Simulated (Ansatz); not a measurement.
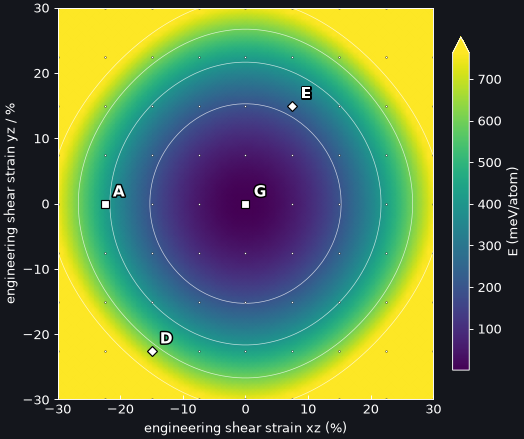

Pt (Im-3m, No. 229; 1 atom in the cell). 
- The energy is mapped over two homogeneous strains (x, y and z along the cube axes).
- The first coordinate is: engineering shear strain xz; the second: engineering shear strain yz.
- Nothing is relaxed (symmetry fixes all fractional coordinates).
- The scan uses a 9 × 9 grid; 15 points were computed and 66 follow by symmetry.
- Points are written as (first, second).
- Energies: meV/atom, counted from the lowest grid point.
- Method: Ansatz, DFT PBEsol, scalar-relativistic, plane waves, PAW. Settings: cutoff 420 eV, k-mesh 20×20×20, gaussian smearing 0.15 eV, no spin polarisation.

In the figure: a smooth colour map with a few white contour lines, dots at the grid points, one colour for all values above the top of the scale, lettered points. Between grid points the surface is interpolated.

**What kind of point is each of A, D, E, G: minimum, saddle, maximum or slope?**

A: on a slope; D: on a slope; E: on a slope; G: minimum. (In these two coordinates alone; a stationary point may lie a little off the grid point.)

**Which space group has the cell at each letter?**

A: Fmmm; D: P-1; E: P-1; G: Im-3m.

PAW datasets: the set soft_1.
